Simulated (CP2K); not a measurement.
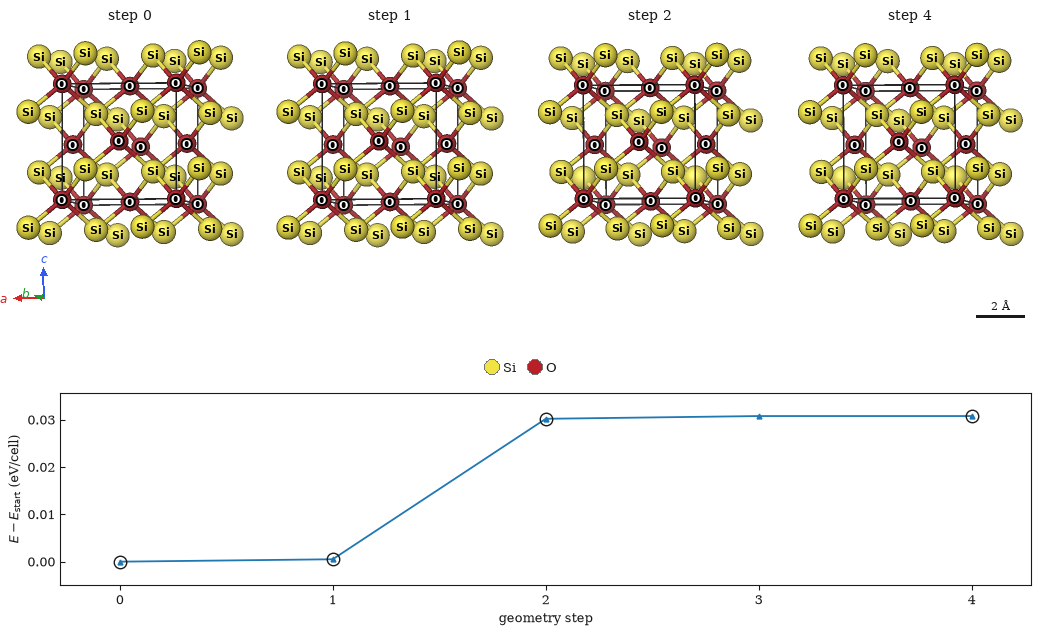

Frames of a relaxation of crystalline SiO (a generated structure, set up in F-43m), marked on the history of the run. A ball-and-stick model of the conventional cell (4 times the calculation's cell), seen from a free direction. Lengths and directions refer to the drawn axes.

The run lets cell and atoms move.

Theory: Kohn-Sham DFT of a periodic cell, PBE, GTH-PBE with UZH-DZVP basis (CP2K).

Input file:
```
&GLOBAL
  PROJECT sio_vcrelax
  RUN_TYPE CELL_OPT
  PRINT_LEVEL LOW
&END GLOBAL
&FORCE_EVAL
  METHOD QS
  STRESS_TENSOR ANALYTICAL
  &DFT
    BASIS_SET_FILE_NAME BASIS_MOLOPT_UZH
    POTENTIAL_FILE_NAME POTENTIAL_UZH
    &MGRID
      CUTOFF 600
      REL_CUTOFF 60
      NGRIDS 5
    &END MGRID
    &QS
      METHOD GPW
      EPS_DEFAULT 1.0E-10
      EXTRAPOLATION USE_PREV_P
    &END QS
    &KPOINTS
      SCHEME MONKHORST-PACK 7 7 7
      GAMMA_CENTERED T
    &END KPOINTS
    &SCF
      SCF_GUESS ATOMIC
      EPS_SCF 1.0E-6
      MAX_SCF 100
      ADDED_MOS 10
      CHOLESKY OFF
      EPS_EIGVAL 1.0E-7
      &DIAGONALIZATION ON
        ALGORITHM STANDARD
      &END DIAGONALIZATION
      &MIXING ON
        METHOD BROYDEN_MIXING
        ALPHA 0.4
        BETA 1.5
        NBUFFER 8
      &END MIXING
      &SMEAR ON
        METHOD FERMI_DIRAC
        ELECTRONIC_TEMPERATURE 580.23
      &END SMEAR
    &END SCF
    &XC
      &XC_FUNCTIONAL
        &GGA_X_PBE
        &END GGA_X_PBE
        &GGA_C_PBE
        &END GGA_C_PBE
      &END XC_FUNCTIONAL
    &END XC
    &PRINT
      &KPOINTS ON
      &END KPOINTS
      &MULLIKEN ON
        &EACH
          CELL_OPT 0
        &END EACH
        ADD_LAST NUMERIC
      &END MULLIKEN
      &MO ON
        ENERGIES T
        OCCUPATION_NUMBERS T
        &EACH
          QS_SCF 0
          CELL_OPT 0
        &END EACH
        ADD_LAST NUMERIC
      &END MO
      &LOWDIN ON
        &EACH
          CELL_OPT 0
        &END EACH
        ADD_LAST NUMERIC
      &END LOWDIN
      &HIRSHFELD ON
        SHAPE_FUNCTION DENSITY
        &EACH
          CELL_OPT 0
        &END EACH
        ADD_LAST NUMERIC
      &END HIRSHFELD
    &END PRINT
  &END DFT
  &SUBSYS
    &CELL
      A 3.4416866939 0.0000000000 0.0000000000
      B 1.7208433470 2.9805881088 0.0000000000
      C 1.7208433470 0.9935293696 2.8101254182
      PERIODIC XYZ
    &END CELL
    &COORD
      SCALED
      Si  0.7500000000 0.7500000000 0.7500000000
      O   0.0000000000 0.0000000000 0.0000000000
    &END COORD
    &KIND Si
      BASIS_SET DZVP-MOLOPT-PBE-GTH-q4
      POTENTIAL GTH-PBE-q4
    &END KIND
    &KIND O
      BASIS_SET DZVP-MOLOPT-PBE-GTH-q6
      POTENTIAL GTH-PBE-q6
    &END KIND
    &PRINT
      &ATOMIC_COORDINATES ON
      &END ATOMIC_COORDINATES
      &CELL ON
      &END CELL
    &END PRINT
  &END SUBSYS
  &PRINT
    &FORCES ON
    &END FORCES
    &STRESS_TENSOR ON
    &END STRESS_TENSOR
  &END PRINT
&END FORCE_EVAL
&MOTION
  &CELL_OPT
    OPTIMIZER BFGS
    MAX_ITER 40
    MAX_FORCE [eV*angstrom^-1] 0.03
    RMS_FORCE [eV*angstrom^-1] 0.03
    MAX_DR 1.0E-2
    RMS_DR 1.0E-2
    EXTERNAL_PRESSURE [bar] 50000.0
    PRESSURE_TOLERANCE [bar] 500
    KEEP_SPACE_GROUP T
  &END CELL_OPT
  &PRINT
    &TRAJECTORY ON
    &END TRAJECTORY
    &CELL ON
    &END CELL
    &FORCES ON
    &END FORCES
    &STRESS ON
    &END STRESS
    &RESTART OFF
    &END RESTART
    &RESTART_HISTORY OFF
    &END RESTART_HISTORY
  &END PRINT
&END MOTION
```

Launched with:
```bash
OMP_NUM_THREADS=1 cp2k.psmp -i sio_vcrelax.inp -o sio_vcrelax.out
```

Q: What happens along the run?

A: No atom moves by more than 0.005 Å relative to the cell. The drawn cell changes as follows: a = c 4.867 → 4.765 Å (−2.1 %), b 4.867 → 4.778 Å (−1.8 %), α 90.0° → 89.5°, β 90.0° → 89.4°, γ 90.0° → 89.5°; the volume changes by −5.9 %. Near-neighbour distances that change, for instance: O–Si 2.108 → 2.058 Å, O–Si 2.108 → 2.084 Å. Within 0.06 Å the space group is F-43m at the start and F-43m at the end; at a tighter tolerance small leftover displacements or strains of the cell lower it. Over 4 geometry steps the energy rises by 30.8 meV per cell of the calculation. With the target pressure of 5 GPa, the enthalpy E + pV changes by −22.7 meV per cell of the calculation. From step 0 to 1: volume −0.2 %, energy +0.5 meV per cell of the calculation. From step 1 to 2: volume −5.7 %, energy +29.7 meV per cell of the calculation. From step 2 to 4: energy +0.6 meV per cell of the calculation.
